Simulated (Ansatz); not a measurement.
Consider Ga$_{17}$O$_{24}$ (cell with a defect).

The calculation's input:

```
crystal:
  lattice:
    - [4.7582679735, -1.5236550128, 5.6478147353]
    - [6.1387111818, 4.5709650384, 0.0036337028]
    - [-1.3804432083, 6.0946200512, 5.6441810325]
  atoms:
    - { symbol: Ga, position: [0.8486624147, 0.8338738628, 0.8367602065] }
    - { symbol: Ga, position: [0.0986624147, 0.5838738628, 0.5867602065] }
    - { symbol: Ga, position: [0.5986624147, 0.0838738628, 0.0867602065] }
    - { symbol: Ga, position: [0.3486624147, 0.3338738628, 0.3367602065] }
    - { symbol: Ga, position: [0.9013375853, 0.4161261372, 0.4132397935] }
    - { symbol: Ga, position: [0.1513375853, 0.1661261372, 0.1632397935] }
    - { symbol: Ga, position: [0.6513375853, 0.6661261372, 0.6632397935] }
    - { symbol: Ga, position: [0.4013375853, 0.9161261372, 0.9132397935] }
    - { symbol: Ga, position: [0.0344114743, 0.7845488503, 0.1701912308] }
    - { symbol: Ga, position: [0.2844114743, 0.5345488503, 0.9201912308], spin: 0.143 }
    - { symbol: Ga, position: [0.7844114743, 0.0345488503, 0.4201912308] }
    - { symbol: Ga, position: [0.5344114743, 0.2845488503, 0.6701912308], spin: 0.143 }
    - { symbol: Ga, position: [0.7155885257, 0.4654511497, 0.0798087692] }
    - { symbol: Ga, position: [0.9655885257, 0.2154511497, 0.8298087692] }
    - { symbol: Ga, position: [0.4655885257, 0.7154511497, 0.3298087692] }
    - { symbol: Ga, position: [0.2155885257, 0.9654511497, 0.5798087692] }
    - { symbol: O, position: [0.9998595259, 0.0076735405, 0.7442097261] }
    - { symbol: O, position: [0.2498595259, 0.7576735405, 0.4942097261] }
    - { symbol: O, position: [0.7498595259, 0.2576735405, 0.9942097261] }
    - { symbol: O, position: [0.4998595259, 0.5076735405, 0.2442097261] }
    - { symbol: O, position: [0.7501404741, 0.2423264595, 0.5057902739] }
    - { symbol: O, position: [0.0001404741, 0.9923264595, 0.2557902739] }
    - { symbol: O, position: [0.5001404741, 0.4923264595, 0.7557902739], spin: 0.143 }
    - { symbol: O, position: [0.2501404741, 0.7423264595, 0.0057902739] }
    - { symbol: O, position: [0.0887022386, 0.5648587501, 0.3485314971] }
    - { symbol: O, position: [0.3387022386, 0.3148587501, 0.0985314971] }
    - { symbol: O, position: [0.8387022386, 0.8148587501, 0.5985314971] }
    - { symbol: O, position: [0.5887022386, 0.0648587501, 0.8485314971] }
    - { symbol: O, position: [0.6612977614, 0.6851412499, 0.9014685029] }
    - { symbol: O, position: [0.9112977614, 0.4351412499, 0.6514685029] }
    - { symbol: O, position: [0.4112977614, 0.9351412499, 0.1514685029] }
    - { symbol: O, position: [0.1612977614, 0.1851412499, 0.4014685029] }
    - { symbol: O, position: [0.4287531886, 0.9018001792, 0.6808381628] }
    - { symbol: O, position: [0.6787531886, 0.6518001792, 0.4308381628] }
    - { symbol: O, position: [0.1787531886, 0.1518001792, 0.9308381628], spin: 0.143 }
    - { symbol: O, position: [0.9287531886, 0.4018001792, 0.1808381628] }
    - { symbol: O, position: [0.3212468114, 0.3481998208, 0.5691618372], spin: 0.143 }
    - { symbol: O, position: [0.5712468114, 0.0981998208, 0.3191618372] }
    - { symbol: O, position: [0.0712468114, 0.5981998208, 0.8191618372], spin: 0.143 }
    - { symbol: O, position: [0.8212468114, 0.8481998208, 0.0691618372] }
    - { symbol: Ga, position: [0.2827380952, 0.3601190476, 0.8005952381], spin: 0.143 }
  host:
    lattice:
      - [6.1387111818, -1.5236550128, 0.0036337028]
      - [6.1387111818, 1.5236550128, 0.0036337028]
      - [-1.3804432083, 0.0, 5.6441810325]
    atoms:
      - { symbol: Ga, position: [0.3412681387, 0.3412681387, 0.6854226212] }
      - { symbol: Ga, position: [0.6587318613, 0.6587318613, 0.3145773788] }
      - { symbol: Ga, position: [0.9094801623, 0.9094801623, 0.2046027052] }
      - { symbol: Ga, position: [0.0905198377, 0.0905198377, 0.7953972948] }
      - { symbol: O, position: [0.5037665332, 0.5037665332, 0.744069252] }
      - { symbol: O, position: [0.4962334668, 0.4962334668, 0.255930748] }
      - { symbol: O, position: [0.8267804943, 0.8267804943, 0.4372337357] }
      - { symbol: O, position: [0.1732195057, 0.1732195057, 0.5627662643] }
      - { symbol: O, position: [0.1652766839, 0.1652766839, 0.1095913514] }
      - { symbol: O, position: [0.8347233161, 0.8347233161, 0.8904086486] }
basis:
  ecutwfc: 420
  xc_grid: 2
kpoints:
  mp_grid: { grid: [2, 2, 2], shift: [0.5, 0.5, 0.5] }
hamiltonian:
  xc: pbesol
scf:
  occupations: { method: gaussian, width: 0.01 }
output:
  forces: true
  stress: false
  eigenvalues: true
  populations: true
  charged_corrections:
    defect_position: [0.2827381, 0.36011905, 0.80059524]
    epsilon:
      - [11.0618, 0.0, -0.7607]
      - [0.0, 10.9234, 0.0]
      - [-0.7607, 0.0, 13.6001]
  write_density: true
  write_potential: true
  elf: true
  volumetric_format: npy
magnetization:
  spin_polarized: true
relax:
  adjacent_minimum: "off"
  f_tol: 0.025
  max_steps: 45
```

Command:

```sh
ansatz run input.yaml --threads 4 --pin off --max-ram 10240MiB --backend cpu --events-out ev --progress --plain --runs-dir out
```

The fields are those of the run's last geometry, not of the input's.

The program warned that a starting moment wasn't kept; spin-polarised, but the moments vanished.

Theory: DFT PBEsol, scalar-relativistic, plane waves, PAW (Ansatz).

Question: What will maps of the valence pseudo-density and electron localisation function show?

Answer: Ga–O (1.92 Å): the density is about 0.71 e/Å³ at the midpoint; the ELF peaks at about 0.85 in the valence shell of O, 0.6 Å from its nucleus, and is about 0.35 at the midpoint.
Ga–O (1.92 Å): ρ is about 0.71 e/Å³ halfway; the ELF peaks at about 0.85 in the valence shell of O, 0.6 Å from its nucleus, and is about 0.35 at the midpoint.
Ga–O (1.99 Å): ρ is about 0.61 e/Å³ halfway; the ELF peaks at about 0.85 in the valence shell of O, 0.6 Å from its nucleus, and is about 0.30 at the midpoint.

Question: Does the calculation make it a metal, or give it a gap?

Answer: It is metallic or semimetallic at this level of theory: no gap opens.

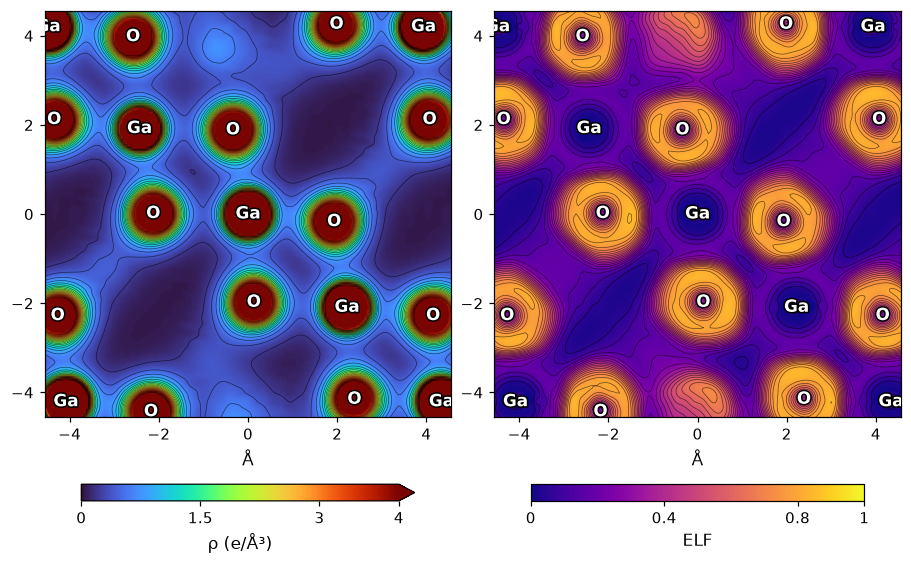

Computed valence pseudo-density and electron localisation function on the (110) plane of the calculation cell, in this order. Atoms just off the plane (Ga, 0.8 Å away) can leave unmarked features too.

Core electrons are frozen (PAW), and the valence fields are smoothed inside the atomic spheres.
